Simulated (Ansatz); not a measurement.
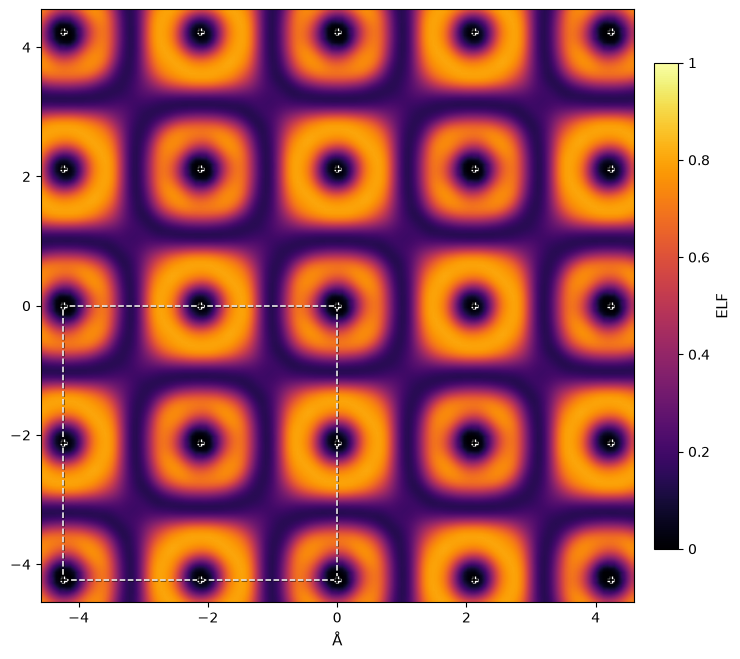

The ELF on a plane through atoms (crosses mark nuclei in the plane).

Theory: DFT r2SCAN, scalar-relativistic, plane waves, PAW in Ansatz 0.2.0.

Candidates:
A. TaN, a = 4.24 Å, b = 4.24 Å, c = 4.24 Å, α = 90.00°, β = 90.00°, γ = 90.00°. Space group Fm-3m; computed pressure about 50 GPa in this cell.
B. ZnCu, a = 3.79 Å, b = 3.79 Å, c = 4.81 Å, α = 90.00°, β = 90.00°, γ = 120.00°. Space group P6₃/mmc; computed without spin polarisation.

### Which system is this?

Candidate A: TaN on the (010) plane of the conventional cell, which holds Ta and N. Ta–N (2.12 Å): the ELF peaks at about 0.80 in the valence shell of N, 0.6 Å from its nucleus, and is about 0.15 at the midpoint (no shared electron pair shows on this line). Ta–Ta (3.00 Å): the ELF is about 0.20 at the midpoint (no localised pair shows between them).
